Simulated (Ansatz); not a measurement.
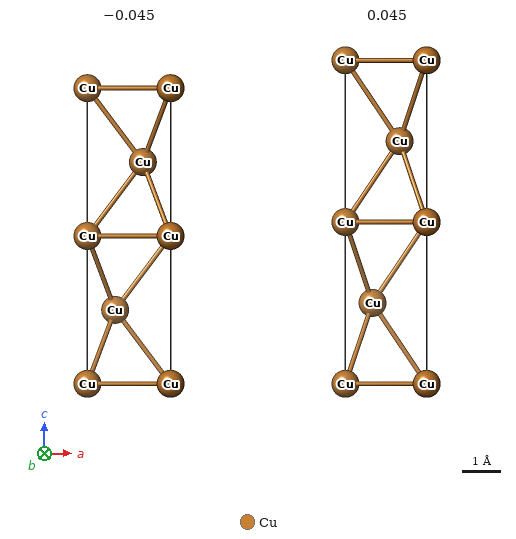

A crystal of Cu (set up in P6_3/mmc), under uniaxial strain along c (a, b relaxed, atoms fixed by symmetry), with energies (extrapolated to zero smearing) counted from the relaxed crystal, which is the row at zero. The picture shows the first and the last member. A ball-and-stick model of the cell of the calculation, seen along the b axis.

Computed with Ansatz 0.2.0: DFT PBEsol, scalar-relativistic, plane waves, PAW. (plane-wave cutoff 420 eV; k-point mesh 24 × 24 × 6; occupations gaussian; smearing width 0.1 eV; no spin polarisation; force threshold 0.008 eV/Å)

```json
{"strain": "−0.045", "energy (meV/atom)": "19.62", "a (Å)": "2.554", "c (Å)": "7.865"}
{"strain": "−0.03", "energy (meV/atom)": "8.85", "a (Å)": "2.541", "c (Å)": "7.988"}
{"strain": "−0.015", "energy (meV/atom)": "?", "a (Å)": "?", "c (Å)": "?"}
{"strain": "0.0", "energy (meV/atom)": "0.00", "a (Å)": "2.520", "c (Å)": "8.235"}
{"strain": "0.015", "energy (meV/atom)": "1.75", "a (Å)": "2.510", "c (Å)": "8.359"}
{"strain": "0.03", "energy (meV/atom)": "7.24", "a (Å)": "2.502", "c (Å)": "8.482"}
{"strain": "0.045", "energy (meV/atom)": "16.04", "a (Å)": "2.495", "c (Å)": "8.606"}
```

Question: Fill in the missing row.

Answer: A parabola through three neighbouring rows (−0.045, −0.03, 0.0) gives, with Lagrange weights, (−0.3333)(19.62) + (1.0000)(8.85) + (0.3333)(0.00) = 2.31 meV/atom. The calculation gives 2.35 meV/atom (a = 2.529 Å, c = 8.112 Å). The estimate is 0.04 meV/atom too low. From the first member to the last: Cu–Cu 2.458 → 2.589 Å, Cu–Cu 2.554 → 2.495 Å.

The whole series:

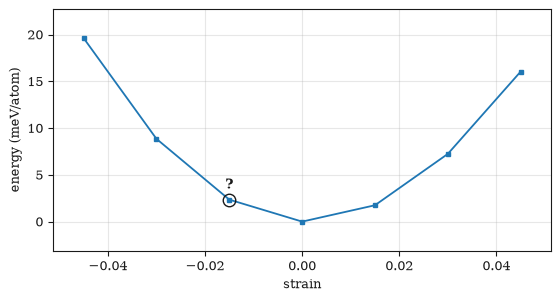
